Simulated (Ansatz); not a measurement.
**Band-structure calculation, with input and output: HfSiO₄**

HfSiO₄ (I-4m2, 6 atoms in the cell), computed with DFT, r2SCAN, plane waves, PAW, no spin polarisation (Ansatz 0.2.0).

The structure was built on a prototype by a generator; it need not be a known phase. The geometry comes from this level: r2SCAN.

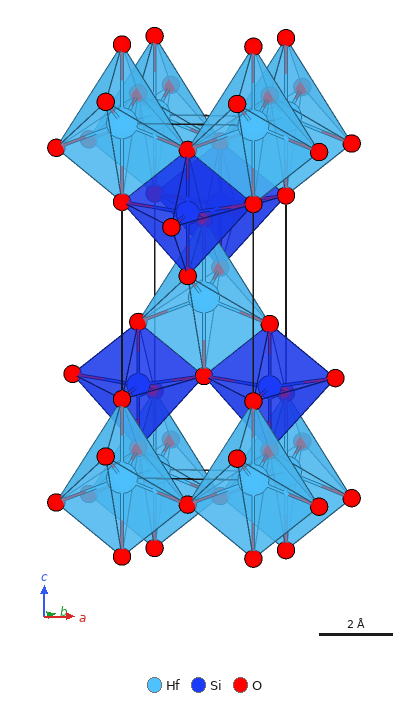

Figure 1. The input geometry (polyhedral view of the cell 2 times as large as that of the calculation, set on its symmetry axes, seen at an oblique angle; polyhedra are completed across the faces of the cell). An atom can appear more than once, as a periodic image.

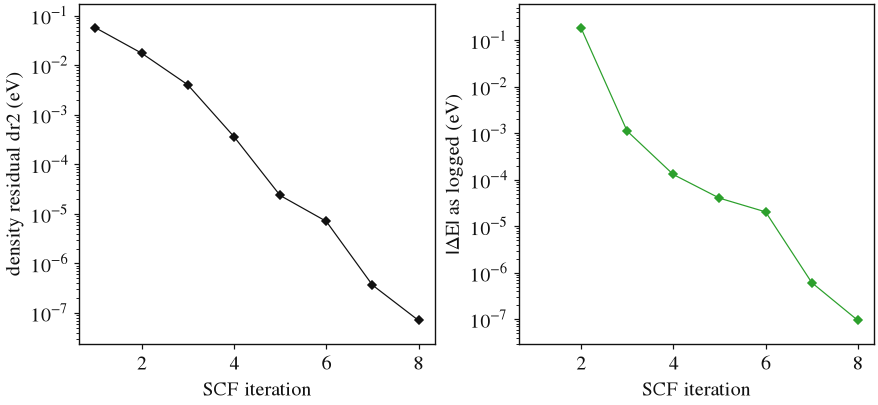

Figure 2. Convergence of the self-consistent field: density residual dr2 and size of the energy change against the SCF iteration. The residual falls at every step.

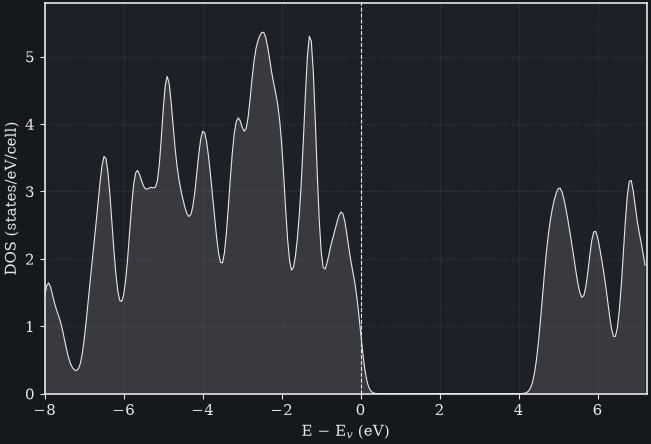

Figure 3. Density of states (the curve is built from the levels of the k mesh with Gaussians 0.3 eV wide, which also blur the band edges), with energies from the valence-band top. There is a gap of 4.43 eV on the k-point mesh. Small ripples come from the finite k-point mesh.

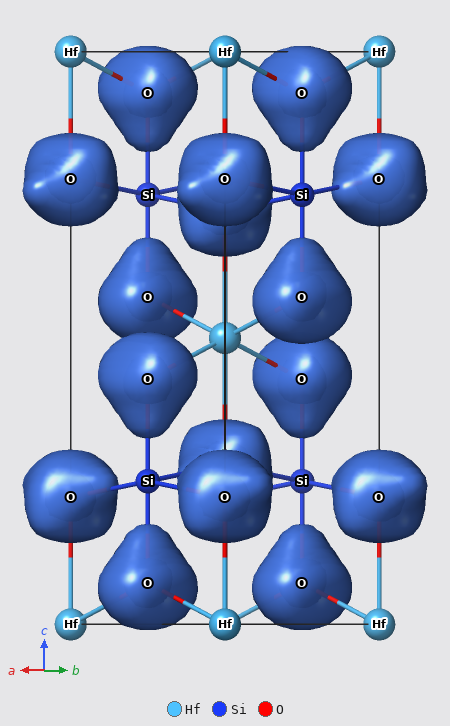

Figure 4. Isosurface of the electron localisation function at 0.75 (blue), seen along [110]. Only the valence region is drawn (cores and ρ < 0.01 e/Å³ removed). Sticks mark near contacts. The outline is the cell set on symmetry axes. Profiles from the grid: Si–O (1.73 Å): the ELF peaks at about 0.85 between the atoms, which marks a polar covalent bond. Hf–O (1.99 Å): the ELF peaks at about 0.85 in the valence shell of O, 0.6 Å from its nucleus, and drops to about 0.20 between the two atoms. The fields are those of the smooth PAW valence density.

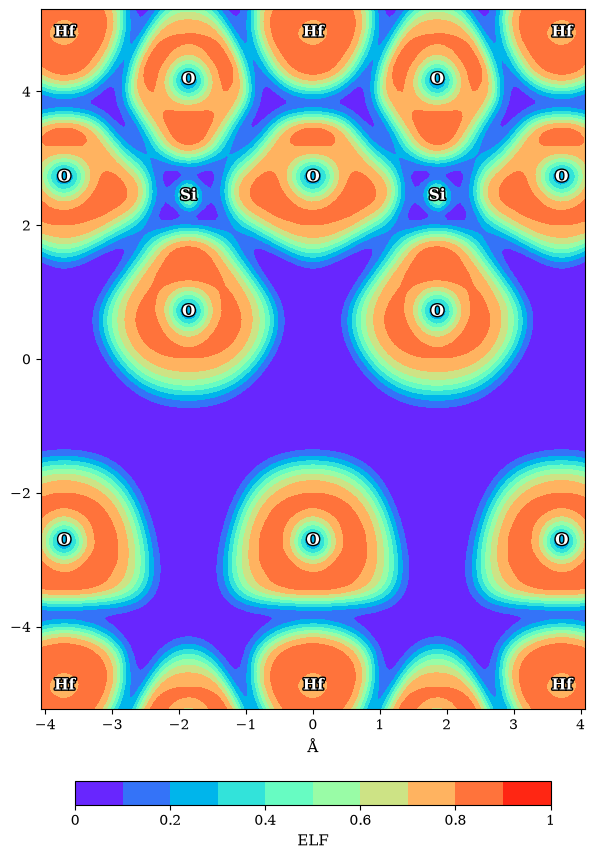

Figure 5. ELF on the (010) plane of the conventional cell. Si–O (1.73 Å): the ELF peaks at about 0.85 between the atoms, which marks a polar covalent bond. Hf–O (1.99 Å): the ELF peaks at about 0.85 in the valence shell of O, 0.6 Å from its nucleus, and drops to about 0.20 between the two atoms. Si–O (1.88 Å): the ELF peaks at about 0.85 between the atoms (a shared but strongly polarised pair). Hf–O (2.16 Å): the ELF peaks at about 0.85 in the valence shell of O, 0.6 Å from its nucleus, and drops to about 0.15 between the two atoms. The strong features right at Hf lie inside the PAW spheres (semicore, d or f shells) and say nothing about bonding.

The input and output of the run follow.

### Input file
```yaml
crystal:
  lattice:
    - [-1.8587807214, 1.8587807214, 4.8804778907]
    - [1.8587807214, -1.8587807214, 4.8804778907]
    - [1.8587807214, 1.8587807214, -4.8804778907]
  atoms:
    - { symbol: Hf, position: [0.0, 0.0, 0.0] }
    - { symbol: Si, position: [0.75, 0.25, 0.5] }
    - { symbol: O, position: [0.9277387009, 0.4277387009, 0.5] }
    - { symbol: O, position: [0.2217177475, 0.2217177475, 0.0] }
    - { symbol: O, position: [0.5722612991, 0.0722612991, 0.5] }
    - { symbol: O, position: [0.7782822525, 0.7782822525, 0.0] }
kpoints:
  mp_grid: { grid: [10, 10, 10] }
  band_path:
    path:
      - [0.0, 0.0, 0.0]
      - [0.0, 0.0, 0.5]
      - [0.25, 0.25, 0.25]
      - [0.0, 0.5, 0.0]
      - [0.5, 0.5, -0.5]
      - [0.2862636595, 0.7137363405, -0.2862636595]
      - [-0.2862636595, 0.2862636595, 0.2862636595]
      - [-0.072527319, 0.072527319, 0.5]
      - [0.5, 0.5, -0.072527319]
    npoints: 1
hamiltonian:
  xc: r2scan
scf:
  occupations: { method: fixed }
  n_extra_bands: 5
output:
  forces: true
  stress: true
  eigenvalues: true
  write_density: true
  write_potential: true
  elf: true
  volumetric_format: npy
```

Launch command:
```bash
ansatz run input.yaml --threads 4 --pin off --max-ram 6451MiB --backend cpu --events-out ev --progress --plain --runs-dir out
```

### What the program printed
```
scf.n_extra_bands = 5 over 27 filled bands (N_el = 54.0): the run solves 32 bands
Engine: ansatz 0.2.0, x86_64-unknown-linux-gnu
Pseudopotentials: kind: paw
Pseudopotential: Hf, paw, valence charge 26, recommended cutoff 500 eV (meta_gga), Hf.paw.azcp
Pseudopotential: Si, paw, valence charge 4, recommended cutoff 500 eV (meta_gga), Si.paw.azcp
Pseudopotential: O, paw, valence charge 6, recommended cutoff 500 eV (meta_gga), O.paw.azcp
Functional definition: r2SCAN
  parameter k0 = 0.174
  parameter k1 = 0.065
  parameter a1 = 4.9479
  exchange = r2scan_x(k0 = k0, k1 = k1, a1 = a1)
  correlation = r2scan_c
Crystal: 6 atoms, lattice volume = 67.449 Å³
Basis set: ecut = 500 eV, 1701 PW (Γ), exchange–correlation on 180×180×180 points (64 copies of the dense FFT grid, shifted against one another)
Bands: 32, of which v1, the nominal top of the filled ones, is band 27 counted from 1 (26 counted from 0)
Symmetry: 8 space group operations
Space group: I-4m2 (ITA 119), of the structure as read, at distance tolerance 4.1e-5 Å
k-points: 102 of 1000 (time reversal used)
Non-local potential: Hf, projectors of the file, l = 0: 3, l = 1: 2, l = 2: 2, l = 3: 3
Non-local potential: Si, projectors of the file, l = 0: 2, l = 1: 2, l = 2: 2
Non-local potential: O, projectors of the file, l = 0: 2, l = 1: 2, l = 2: 1
PAW form: soft (Blöchl's): semilocal exchange-correlation on the pseudo side does not see the compensation charge
PAW frozen core: Hf, regenerated for the run's functional (the file was generated under x = pbe(κ = 0.804, μ = 0.2195149727645171), c = pbe(β = 0.06672455060314922))
PAW frozen core: Si, regenerated for the run's functional (the file was generated under x = pbe(κ = 0.804, μ = 0.2195149727645171), c = pbe(β = 0.06672455060314922))
PAW frozen core: O, regenerated for the run's functional (the file was generated under x = pbe(κ = 0.804, μ = 0.2195149727645171), c = pbe(β = 0.06672455060314922))
PAW one-centre angular grid: Hf, 974 points (default); XC on 160 Gauss nodes
PAW one-centre angular grid: Si, 302 points (default); XC on 160 Gauss nodes
PAW one-centre angular grid: O, 302 points (default); XC on 160 Gauss nodes
Initial density: superposition of atomic densities (neutral atoms: chi_scale 0, normalization atom), corrected by the library's trained network
Initial wavefunctions: pseudopotential atomic-orbital guess
Functional: x = r2scan, c = r2scan; τ floored in thin density (d = 2e-4 eV/Å³)
SCF iter   1: F=—  HF=-18654.600585 eV  |F-HF|=—  |Δ(HF+E_count)|=         —  Δρ=9.87e-3  dr2=5.70e-2  dr2_τ=4.25e-1  ethr=1.77e-3  ⟨swp⟩=4.8  Hψ=12598  notcnv=0  defer=304
preconditioner: auto → Resta (q_TF=auto, 2.629 Å⁻¹)  ε∞=4.3  [insulator: Δε(μ)=4.574 eV  Ē_g=18.059 eV  n_scr=24 (ndim 8)  ℏωp=32.6 eV  f_vac=0.118  ε∞_Penn≈4.3]
SCF iter   2: F=—  HF=-18654.786428 eV  |F-HF|=—  |Δ(HF+E_count)|=   1.86e-1  Δρ=5.93e-3  dr2=1.75e-2  dr2_τ=1.86e-3  ethr=1.05e-4  ⟨swp⟩=2.2  Hψ=7063  notcnv=0  defer=306
SCF iter   3: F=—  HF=-18654.785307 eV  |F-HF|=—  |Δ(HF+E_count)|=   1.12e-3  Δρ=3.48e-3  dr2=4.03e-3  dr2_τ=6.22e-4  ethr=3.24e-5  ⟨swp⟩=2.0  Hψ=5304  notcnv=0  defer=306
SCF iter   4: F=—  HF=-18654.785177 eV  |F-HF|=—  |Δ(HF+E_count)|=   1.30e-4  Δρ=6.87e-4  dr2=3.63e-4  dr2_τ=7.25e-5  ethr=7.46e-6  ⟨swp⟩=2.0  Hψ=5304  notcnv=0  defer=306
SCF iter   5: F=—  HF=-18654.785137 eV  |F-HF|=—  |Δ(HF+E_count)|=   4.03e-5  Δρ=2.15e-4  dr2=2.36e-5  dr2_τ=2.60e-6  ethr=6.72e-7  ⟨swp⟩=2.0  Hψ=5435  notcnv=0  defer=279
SCF iter   6: F=—  HF=-18654.785157 eV  |F-HF|=—  |Δ(HF+E_count)|=   2.04e-5  Δρ=1.06e-4  dr2=7.08e-6  dr2_τ=1.02e-6  ethr=4.37e-8  ⟨swp⟩=2.0  Hψ=5521  notcnv=0  defer=109
SCF iter   7: F=—  HF=-18654.785156 eV  |F-HF|=—  |Δ(HF+E_count)|=   6.14e-7  Δρ=2.42e-5  dr2=3.67e-7  dr2_τ=3.74e-8  ethr=1.31e-8  ⟨swp⟩=2.0  Hψ=5272  notcnv=0  defer=110
SCF iter   8: F=-18654.785156 eV  HF=-18654.785157 eV  |F-HF|=3.88e-8  |Δ(HF+E_count)|=   9.43e-8  Δρ=1.04e-5  dr2=7.08e-8  dr2_τ=4.95e-9  ethr=1.85e-10  ⟨swp⟩=15.4  Hψ=28374  notcnv=0
SCF 1 converged in 8 iterations: F = -18654.785156 eV  dr2 = 7.08e-8
  Residual-converged pass: ⟨swp⟩=1.0  Hψ=3687  notcnv=0  max |occ|·‖R‖ = 7.1e-9 eV (tolerance 1.0e-8 eV)  dr2=7.08e-8  dr2_τ=4.95e-9  dr2_onsite=1.02e-8  max |Δocc| = 0.0e0
  greatest PAW one-centre occupation: 0.998 electrons in one spin orbital (limit 2), on the Hf atom at site 0 (counted from 0), in its partial waves of l = 3
NSCF: frozen V_eff on 9 k-points
SCF converged after 8 iterations
Free energy (F): -18654.785156 eV
Harris-Foulkes:  -18654.785157 eV  (|F-HF|=3.88e-8)
Internal energy: -18654.785156 eV  (E = F + TS)
E sigma→0 (E₀):  -18654.785156 eV
Fermi energy:    9.935364 eV
--- Per-component energies (eV) ---
  E_band       = -166.989882
  E_kinetic    = 1183.528059
  E_local      = -8275.714935  (includes V_loc(G=0)·N_el)
  E_nonlocal   = -1036.380928
  E_hartree    = 3711.004365
  E_xc         = -631.816003
  E_vxc        = -771.410188  (∫ρ·V_xc dr)
  E_paw        = -8114.558296  (= ΣΔE_a)
  E_vpaw       = 1266.742297  (= ΣTr[D̂ρ^β])
  E_aug_tail   = 0.004148  (compensation charges beyond the density's cutoff)
  E_vtau       = 44.226995  (kinetic-family band-sum trace: ∫τ·v_τ [+ j·A + Jᵃ·Aᵃ] dr)
  E_ewald      = -5490.968890
  E_core_change = 0.117325  (= ΣΔE_core)
  E_smearing   = -0.000000  (= −TS)
  E_closure    = 0.000000  (closes the sum)
  Σ components = -18654.785156   (vs F -18654.785156, Δ=0.00e0)
--- Forces (eV/Å), atoms counted from 1 ---
  atom   1  Hf     0.00000000     0.00000000     0.00000000
  atom   2  Si     0.00000000     0.00000000    -0.00000000
  atom   3  O     -0.00000000     0.00000000     0.00147705
  atom   4  O      0.00000000     0.00000000     0.00119133
  atom   5  O      0.00000000     0.00000000    -0.00147705
  atom   6  O     -0.00000000     0.00000000    -0.00119133
  max |Σ_I F_I| component: 1.13e-17 eV/Å
--- Stress (GPa, compression-positive) ---
        0.011471       0.000000       0.000000
        0.000000       0.011471       0.000000
        0.000000       0.000000       0.020871
  P = ⅓ Tr σ = 0.0146 GPa (0.146 kbar)
--- Band table (eV; the first three rows and the last of 102) ---
  k-point 0: bands = ["-52.5122", "-20.7297", "-20.7297", "-20.6972", "-11.2708", "-10.0118", "-8.4936", "-7.2299", "-0.8738", "-0.8738", "-0.7954", "-0.7730", "-0.7730", "-0.7543", "-0.7375", "3.1820", "3.1820", "3.3111", "3.4591", "6.4260", "6.4260", "6.8254", "7.4159", "7.4159", "8.5813", "9.3340", "9.3340", "14.4796", "14.9944", "17.5663", "17.9840", "18.0148"]
  k-point 1: bands = ["-52.5115", "-20.7822", "-20.7659", "-20.6711", "-11.1436", "-9.9463", "-8.4463", "-7.3143", "-0.8747", "-0.8703", "-0.7968", "-0.7790", "-0.7774", "-0.7589", "-0.7426", "2.3875", "2.9604", "3.8916", "4.3273", "6.0242", "6.3127", "6.8660", "7.2838", "7.4178", "8.6518", "8.9613", "9.4041", "14.7306", "15.4763", "17.4258", "17.6762", "17.8228"]
  k-point 2: bands = ["-52.5094", "-20.8741", "-20.8578", "-20.6470", "-10.7925", "-9.7745", "-8.3415", "-7.5250", "-0.8784", "-0.8615", "-0.8009", "-0.7988", "-0.7887", "-0.7753", "-0.7552", "1.6706", "3.0387", "4.7409", "5.1709", "5.4012", "6.0987", "6.3584", "7.2447", "7.4363", "8.2023", "8.7454", "9.5849", "15.2309", "16.3164", "16.4766", "17.2462", "18.2413"]
  k-point 101: bands = ["-52.5122", "-20.7300", "-20.7300", "-20.7139", "-10.6430", "-10.5368", "-8.4286", "-7.4893", "-0.8719", "-0.8719", "-0.7956", "-0.7763", "-0.7763", "-0.7573", "-0.7397", "3.2913", "3.4365", "3.4365", "3.5565", "5.8162", "5.8162", "7.2025", "7.5790", "7.5790", "8.3136", "9.4842", "9.4842", "14.5291", "15.6320", "16.5934", "17.8481", "17.9829"]
```

### File bands.tsv
```
# k_distance	band_0	band_1	band_2	band_3	band_4	band_5	band_6	band_7	band_8	band_9	band_10	band_11	band_12	band_13	band_14	band_15	band_16	band_17	band_18	band_19	band_20	band_21	band_22	band_23	band_24	band_25	band_26	band_27	band_28	band_29	band_30	band_31
# fermi_ev = 9.935364
# lock_threshold_ev = 1e-6
# [0, 0, 0] at k_distance = 0.000000
# [0, 0, 0.5] at k_distance = 1.195107
# [0.25, 0.25, 0.25] at k_distance = 1.516960
# [0, 0.5, 0] at k_distance = 2.362028
# [0.5, 0.5, -0.5] at k_distance = 3.266312
# [0.2862636595, 0.7137363405, -0.2862636595] at k_distance = 3.988799
# [-0.2862636595, 0.2862636595, 0.2862636595] at k_distance = 4.677611
# [-0.072527319, 0.072527319, 0.5] at k_distance = 5.400098
# [0.5, 0.5, -0.072527319] at k_distance = 6.088910
# levels_relative_to = fermi_ev
# free_energy_ev = -18654.785156
# largest_residual_norms_ev = 2.803e-3 1.395e-4 2.091e-4 1.662e-4 6.055e-4 5.722e-4 7.783e-4 8.398e-4 6.753e-4 7.417e-4 7.739e-4 7.910e-4 8.104e-4 7.298e-4 6.678e-4 1.197e-3 3.626e-4 3.794e-4 8.183e-4 3.792e-4 4.074e-4 4.468e-4 6.304e-4 8.925e-4 8.865e-4 1.148e-3 8.663e-4 9.362e-4 1.180e-3 1.076e-3 2.069e-3 1.246e-3
0.000000	-62.447588	-30.665075	-30.665075	-30.632590	-21.206164	-19.947212	-18.428987	-17.165257	-10.809129	-10.809129	-10.730812	-10.708376	-10.708376	-10.689689	-10.672839	-6.753349	-6.753349	-6.624255	-6.476227	-3.509343	-3.509343	-3.109991	-2.519426	-2.519426	-1.354110	-0.601370	-0.601370	4.544197	5.059045	7.630931	8.048661	8.079410
1.195107	-62.439510	-31.015414	-31.012554	-30.548925	-19.521886	-19.252695	-18.309283	-17.959840	-10.864751	-10.842574	-10.778797	-10.754430	-10.745113	-10.718749	-10.718228	-8.939606	-5.931308	-5.437564	-5.359317	-5.183353	-3.781190	-3.358535	-2.892282	-2.549328	-2.092556	-1.106089	0.000000	4.625441	4.740391	7.136022	8.394456	8.498525
1.516960	-62.439510	-31.015277	-31.012689	-30.548925	-19.521830	-19.252732	-18.308202	-17.961090	-10.864455	-10.842584	-10.779186	-10.750664	-10.749108	-10.718798	-10.718219	-8.938404	-5.720611	-5.543233	-5.465469	-5.234167	-3.659009	-3.612924	-2.993028	-2.091957	-1.851510	-1.530340	-0.005797	4.423659	4.989624	7.165306	8.245967	8.592606
2.362028	-62.443536	-31.027698	-30.654022	-30.594864	-20.503602	-19.466893	-18.202318	-17.843492	-10.816170	-10.794018	-10.781869	-10.739930	-10.735638	-10.709197	-10.678196	-7.547907	-6.383482	-6.238420	-5.498496	-4.469913	-3.972163	-2.953485	-2.658004	-2.320094	-1.537428	-1.451372	-1.092386	4.974971	5.790941	7.552612	7.585814	8.403297
3.266312	-62.447571	-30.665378	-30.665378	-30.649216	-20.578401	-20.472207	-18.363973	-17.424705	-10.807228	-10.807228	-10.730923	-10.711670	-10.711670	-10.692676	-10.675034	-6.644047	-6.498842	-6.498842	-6.378897	-4.119187	-4.119187	-2.732890	-2.356378	-2.356378	-1.621719	-0.451132	-0.451132	4.593784	5.696645	6.658066	7.912774	8.047576
3.988799	-62.443741	-31.011407	-30.654631	-30.597754	-20.468206	-19.550684	-18.158499	-17.888424	-10.820236	-10.783177	-10.781979	-10.739308	-10.734521	-10.709626	-10.678955	-7.545613	-6.363936	-6.233725	-5.522475	-4.501799	-4.026454	-2.856809	-2.657114	-2.186148	-1.642313	-1.371559	-1.100165	5.093911	5.674567	7.399401	7.686026	8.155515
4.677611	-62.443741	-31.011407	-30.654631	-30.597754	-20.468206	-19.550684	-18.158499	-17.888424	-10.820236	-10.783177	-10.781979	-10.739308	-10.734521	-10.709626	-10.678955	-7.545613	-6.363936	-6.233725	-5.522475	-4.501799	-4.026454	-2.856809	-2.657114	-2.186148	-1.642313	-1.371559	-1.100165	5.093911	5.674567	7.399401	7.686026	8.155515
5.400098	-62.439921	-31.000406	-30.996199	-30.551790	-19.590506	-19.325518	-18.257054	-17.966969	-10.853248	-10.838951	-10.774348	-10.753645	-10.746560	-10.718756	-10.715718	-8.901046	-5.940560	-5.647171	-5.262288	-4.983834	-3.818767	-3.227757	-2.951640	-2.460054	-2.216238	-1.100701	-0.051652	4.704430	4.824830	7.091727	8.428601	8.493480
6.088910	-62.439921	-31.000406	-30.996199	-30.551790	-19.590506	-19.325518	-18.257054	-17.966969	-10.853248	-10.838951	-10.774348	-10.753645	-10.746560	-10.718756	-10.715718	-8.901046	-5.940560	-5.647171	-5.262288	-4.983834	-3.818767	-3.227757	-2.951640	-2.460054	-2.216238	-1.100701	-0.051652	4.704430	4.824830	7.091727	8.428601	8.493480
```

### File rho_z.tsv
```
# z_ang	rho[e/angstrom^3]
# format = ansatz-planar-average/11
# lattice	-1.858780721	1.858780721	4.880477891
# lattice	1.858780721	-1.858780721	4.880477891
# lattice	1.858780721	1.858780721	-4.880477891
# sites	6
# site	72	0.000000000	0.000000000	0.000000000
# site	14	0.000000000	1.858780721	2.440238945
# site	8	0.000000000	1.858780721	4.175138545
# site	8	0.000000000	0.000000000	2.164177129
# site	8	-0.000000000	1.858780721	0.705339345
# site	8	0.000000000	0.000000000	7.596778652
0.000000	1.614753e0
0.123186	1.594471e0
0.246373	1.535274e0
0.369559	1.441929e0
0.492746	1.321840e0
0.615932	1.184307e0
0.739119	1.039565e0
0.862305	8.976602e-1
0.985492	7.673026e-1
1.108678	6.549765e-1
1.231865	5.645719e-1
1.355051	4.976176e-1
1.478238	4.538887e-1
1.601424	4.319943e-1
1.724611	4.296571e-1
1.847797	4.437038e-1
1.970984	4.700324e-1
2.094170	5.038310e-1
2.217357	5.400991e-1
2.340543	5.742804e-1
2.463730	6.027425e-1
2.586916	6.229546e-1
2.710103	6.334039e-1
2.833289	6.334039e-1
2.956476	6.229546e-1
3.079662	6.027425e-1
3.202849	5.742804e-1
3.326035	5.400991e-1
3.449222	5.038310e-1
3.572408	4.700324e-1
3.695595	4.437038e-1
3.818781	4.296571e-1
3.941968	4.319943e-1
4.065154	4.538887e-1
4.188341	4.976176e-1
4.311527	5.645719e-1
4.434714	6.549765e-1
4.557900	7.673026e-1
4.681087	8.976602e-1
4.804273	1.039565e0
4.927460	1.184307e0
5.050646	1.321840e0
5.173833	1.441929e0
5.297019	1.535274e0
5.420206	1.594471e0
```

### Results in brief

```csv
quantity,value
outcome,converged
space group (tolerance 0.01 Å),I-4m2 (119)
electrons treated,54
free energy,−18654.7852 eV
Fermi energy,9.935 eV
gap on the k-point mesh,4.43 eV
pressure,0.01 GPa
largest force (length of the vector),0.001 eV/Å
hardware,"4 threads of AMD EPYC (Zen 3), 16 GiB of memory available, shared host"
wall time,12 s (CPU time 46 s)
peak memory,0.96 GiB
```

### Notes

Spin–orbit coupling is left out, which matters for Hf.
